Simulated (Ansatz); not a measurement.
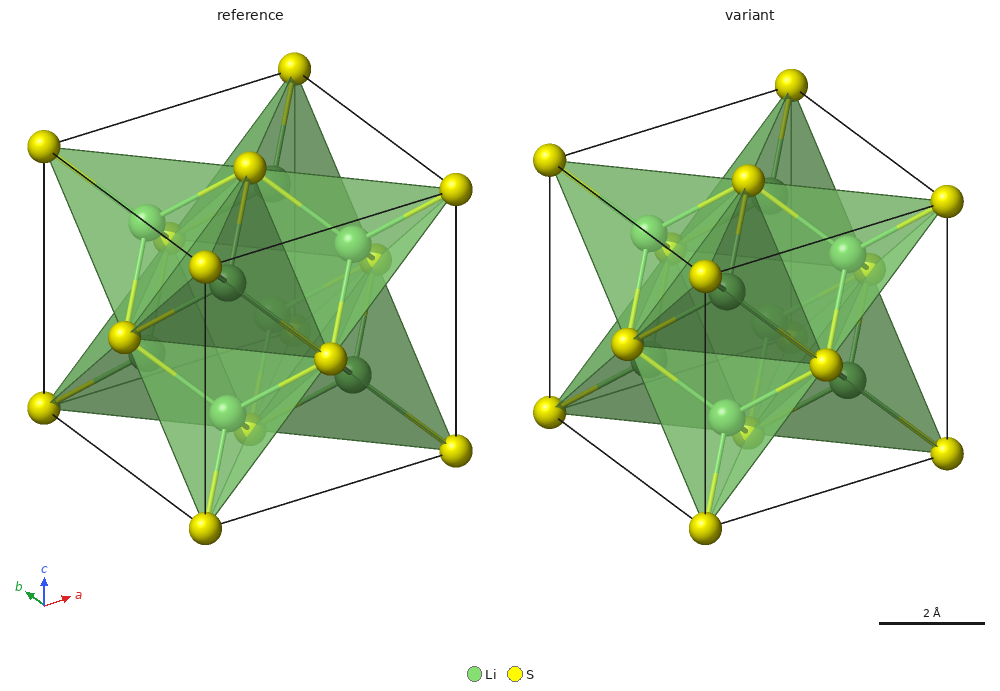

Left: a symmetric starting cell of Li2S. Right: the same structure after one change, at the same scale. Style: polyhedral. Shown: the conventional cell (4 times the calculation's cell), from a free direction. Lengths and directions refer to the drawn axes.

Theory: DFT PBE, scalar-relativistic, plane waves, PAW (Ansatz). Settings: plane-wave cutoff 420 eV; k-point mesh 8 × 8 × 8; occupations gaussian; smearing width 0.02 eV; no spin polarisation.

**What distinguishes the right structure from the left one?**

All lengths are scaled by −3.6 % (volume −10.3 %), the atoms keeping their fractional coordinates. No relaxation follows. The starting cell wasn't computed here and needn't be at equilibrium, so pressure and forces aren't due to the change alone.

**What does the change do?**

Among the bonded contacts that change: Li–S 2.472 → 2.384 Å. The space group stays Fm-3m (No. 225). The pressure is 5.4 GPa (not all of it need come from the change, since the unchanged cell can be under pressure at this level too). All forces vanish by symmetry.
